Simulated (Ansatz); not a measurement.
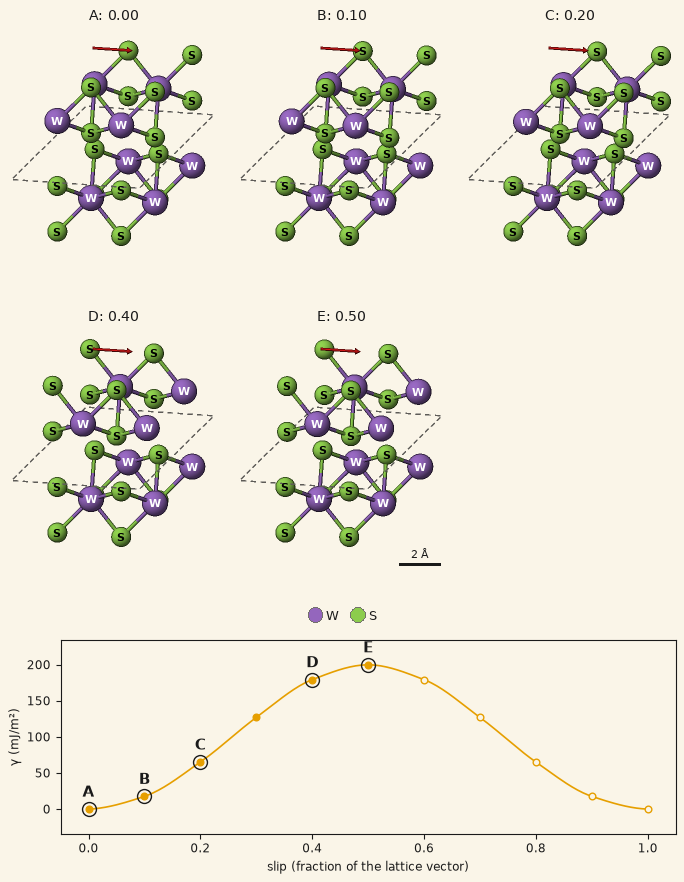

Energy scan for a crystal of WS2 (P6_3/mmc), in which the crystal above a cut along the (0 0 1) plane of the conventional cell (between a plane of S below and one of S above, 2.92 Å apart) is slid rigidly by fractions of an in-plane lattice vector 3.15 Å long (a generalised stacking fault). One cut stands in each cell, which starts 12.1 Å high; nothing is relaxed, and the dashed outline marks the cut, the arrow on top the direction of slip. The lettered frames are marked on the plot. Hollow markers are points alike by symmetry, not computed again. A ball-and-stick model of the layers on both sides of the cut, seen obliquely from above.

The calculation used Ansatz, DFT PBE+D3(BJ), scalar-relativistic, plane waves, PAW. Settings: plane-wave cutoff 420 eV; k-point mesh 10 × 10 × 3; occupations gaussian; smearing width 0.05 eV; no spin polarisation. Energies (free energies at the smearing named) are counted from the relaxed crystal.

Q: Read off the main features of the energy profile.

A: The curve starts and ends at zero, since a full lattice vector restores the crystal. Its highest computed point is 199.8 mJ/m² at slip 0.50, which the unstable stacking-fault energy of this rigid path equals or slightly exceeds. No local minimum shows among the points, so there is no metastable fault on this line. The path is symmetric about half-way. Relaxation across the fault would lower the values.

The computed points:

| slip (fraction of the lattice vector) | γ (mJ/m²) |
| --- | --- |
| 0.00 | 0.0 |
| 0.10 | 17.6 |
| 0.20 | 65.2 |
| 0.30 | 126.9 |
| 0.40 | 179.3 |
| 0.50 | 199.8 |
| 0.60 | 179.3 |
| 0.70 | 126.9 |
| 0.80 | 65.2 |
| 0.90 | 17.6 |
| 1.00 | 0.0 |

Points that are alike by symmetry were computed once.
